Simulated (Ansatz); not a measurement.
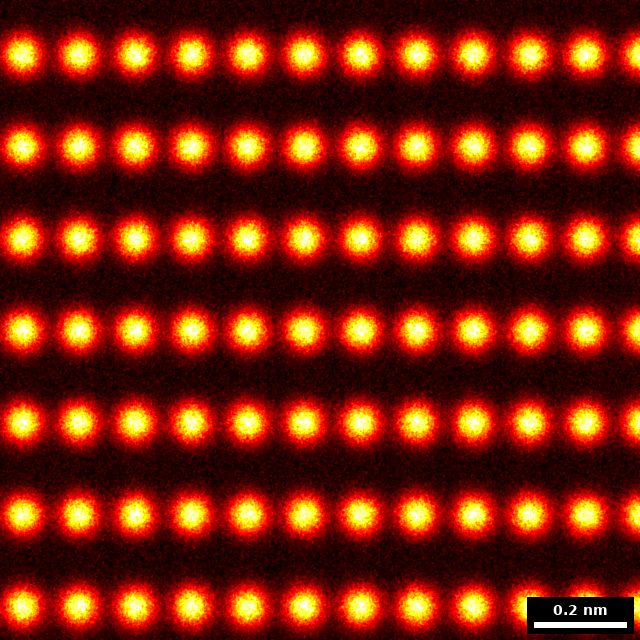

HAADF-like image of Co (Fm-3m, No. 225). Simulated incoherent Z contrast: every atom adds Z^1.7 spread by a probe of 0.62 Å full width; channelling and multiple scattering are left out. The display is stretched by a gamma of 0.8; percentages refer to the linear signal. Shot noise was added. Atomic positions: coordinates from a relaxation with DFT, RPBE, plane waves (420 eV) with PAW, scalar-relativistic (Ansatz); the starting structure was generated, so it need not be a known form of this composition.

```cif
data_structure
_symmetry_space_group_name_H-M 'Fm-3m'
_symmetry_Int_Tables_number 225
_cell_length_a 3.4856
_cell_length_b 3.4856
_cell_length_c 3.4856
_cell_angle_alpha 90.000
_cell_angle_beta 90.000
_cell_angle_gamma 90.000
_cell_volume 42.35
loop_
_atom_site_label
_atom_site_type_symbol
_atom_site_symmetry_multiplicity
_atom_site_Wyckoff_symbol
_atom_site_fract_x
_atom_site_fract_y
_atom_site_fract_z
_atom_site_occupancy
Co1 Co 4 a 0.00000 0.00000 0.00000 1
```

Along which zone axis is the crystal seen: [001], [111] or [211]? (Directions equivalent by symmetry count as one.)

Answer. [211]. The projected cells are 1.74 × 1.74 Å, 90° for [001]; 1.42 × 1.42 Å, 120° for [111]; 1.23 × 2.01 Å, 90° for [211], and the image repeats as the [211] one does.
